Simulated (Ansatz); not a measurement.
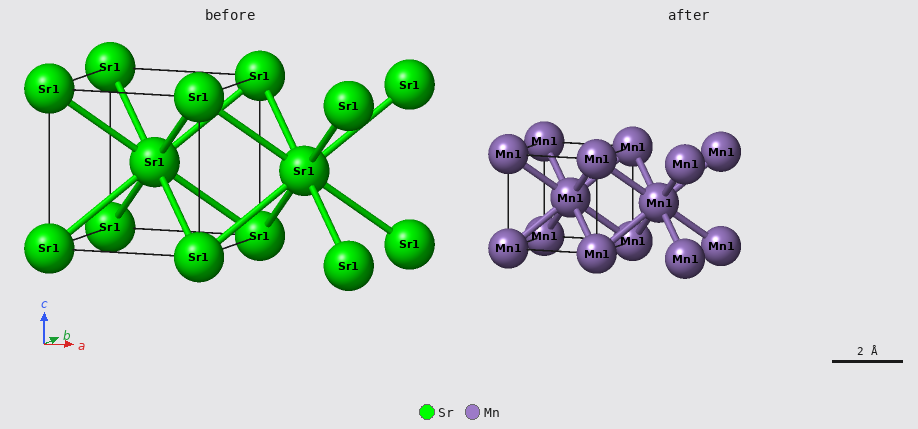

Left: crystalline Sr (set up in Im-3m). Right: the same structure after one change, at the same scale. The picture is a ball-and-stick view of the conventional cell (2 times the calculation's cell), repeated 2 × 1 × 1 with one cell outlined, seen slightly off an axis. Lengths and directions refer to the drawn axes.

Level of theory: DFT PBEsol, scalar-relativistic, plane waves, PAW in Ansatz. Set-up: plane-wave cutoff 420 eV; occupations gaussian; smearing width 0.1 eV. The k-mesh is chosen for each cell (12×12×12, 22×22×22). Spin polarisation is switched on in some of the runs only.

Which change leads from the left to the right?

Answer. Every strontium atom is replaced by manganese, which gives Mn. Cell and atoms are relaxed again (to zero pressure within 0.1 GPa, forces under 0.01 eV/Å).

And its effect?

Answer. The volume per atom goes from 50.92 to 10.46 Å³. The drawn cell changes as follows: a = b = c 4.670 → 2.756 Å (−41.0 %); the volume changes by −79.5 %. The space group stays Im-3m (No. 229). The absolute magnetisation per cell goes from 0.00 to 0.63 μB (net moment 0.00 and 0.63 μB).
